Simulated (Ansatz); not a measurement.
**Geometry relaxation, with input and output: Ti₃O₇ (part 4 of 4)**

Continued. System: Ti₃O₇ (slab, 10 atoms in the cell). Method: DFT PBEsol, scalar-relativistic, plane waves, PAW, spin-polarised (Ansatz 0.2.0); cutoff 420 eV, 9×6×1 k-mesh, Gaussian smearing of 0.05 eV, collinear spins. The structure derives from an entry of the Crystallography Open Database. The input holds or restrains some coordinates. Forces given for the steps count only the free coordinates. It belongs to a series of runs on one base structure; here: O put at a bridge Ti-O site.

Geometry of the input (Å; fractional positions):
```
2.9390  0.0000  0.0000
0.0000  4.5912  0.0000
0.0000  0.0000  25.3870
O  0.5000  0.1956  0.3348
Ti 0.0000  0.0000  0.3702
O  0.5000  0.8044  0.4056
O  0.0000  0.3044  0.4252
Ti 0.5000  0.4890  0.4606
O  0.0000  0.7081  0.4950
O  0.5000  0.2315  0.5177
Ti 0.0000  -0.0249  0.5489
O  0.5000  0.8688  0.5877
O  0.7500  0.4220  0.5728
```

## Trajectory as extended XYZ, continued
```
10
Lattice="2.9390 0.0000 0.0000 0.0000 4.5912 0.0000 0.0000 0.0000 25.3870" Properties=species:S:1:pos:R:3:forces:R:3 step=10 energy=-11354.64067
O     1.4695    0.8979    8.5000    0.0283  -2.3077   1.0280
Ti    0.0000    0.0000    9.3979   -0.0479   4.0179  -0.5694
O     1.4695    3.6934   10.2957    0.0141  -0.9977  -0.1394
O     0.0000    1.3978   10.7956    0.0071  -0.7161  -0.3305
Ti    1.3477    2.3395   11.6871    0.0002   0.0036   0.0037
O    -0.0487    3.2159   12.5841   -0.0062  -0.0046   0.0011
O     1.5331    0.9639   13.1788   -0.0030   0.0180  -0.0086
Ti   -0.3549   -0.3736   14.2708    0.0110  -0.0239   0.0160
O     1.1069    3.7795   15.2035    0.0002   0.0024  -0.0031
O     2.1573    1.4619   14.3804   -0.0038   0.0082   0.0023
```

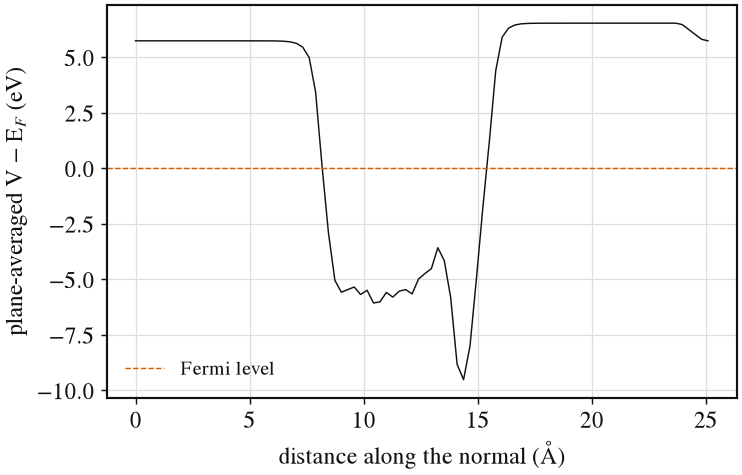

Plane average of the electrostatic potential energy of an electron across the cell, from the Fermi level. The vacuum level lies 6.53 eV above the Fermi level on the upper side and 5.74 eV on the lower.

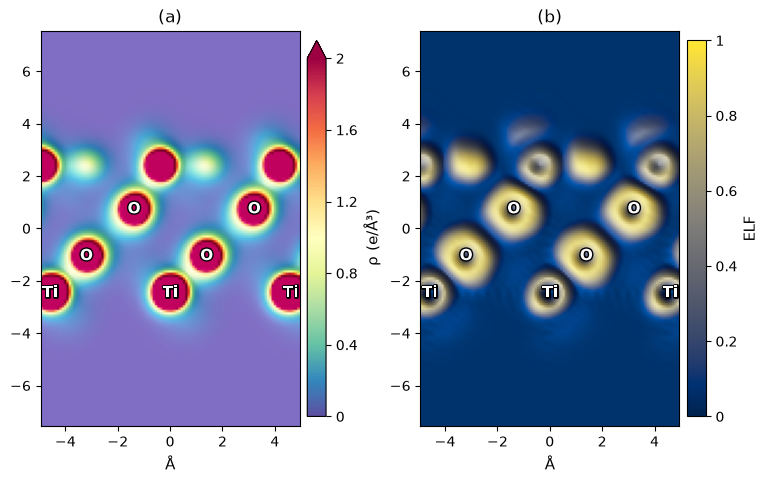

(a) valence electron density; (b) electron localisation function on the (100) plane of the calculation cell, a cut from vacuum to vacuum. The section cuts through Ti and O sites. Ti–O (1.98 Å): the density is about 0.68 e/Å³ at the midpoint; the ELF is about 0.25 at the midpoint. The density dies away to nearly zero in the vacuum. The strong features right at Ti lie inside the PAW spheres (semicore, d or f shells) and say nothing about bonding. In a PAW calculation such maps are meaningful between the atoms, not at the nuclei.

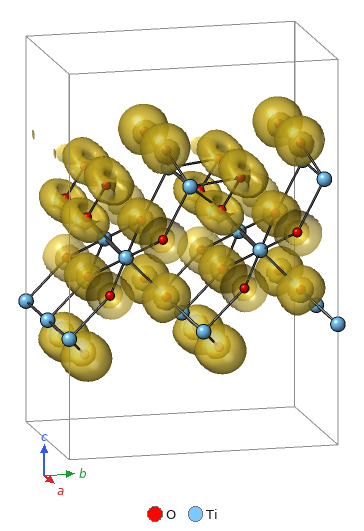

Isosurface of the electron localisation function at 0.75 (yellow), seen slightly off an axis. Only the valence region is drawn (cores and ρ < 0.01 e/Å³ removed). Sticks mark near contacts. Along the contacts the grid gives the following. O–O (1.44 Å): the ELF peaks at about 0.70 between the atoms. Ti–O (1.79 Å): the ELF is about 0.25 at the midpoint.

## Results in brief

- outcome: converged under the restraints of the input
- electrons treated: 78
- free energy: −11354.6407 eV
- work function, top face: 6.53 eV
- work function, bottom face: 5.74 eV
- Fermi energy: −1.293 eV
- gap on the k-point mesh: 1.16 eV
- net moment of the cell: 0.00 μB
- integrated absolute moment: 0.00 μB
- final volume: 342.56 Å³
- work function (upper face): 6.53 eV
- largest force (length of the vector) at the end, held atoms and coordinates included: 4.058 eV/Å
- hardware: 2 threads of AMD EPYC (Zen 5), 32 GiB of memory available, shared host
- wall time: 5.8 min (CPU time 11 min)
- peak memory: 1.1 GiB

## Notes

The program warns: some starting moments were not kept; the exchange-correlation potential is rough where the density is thin.
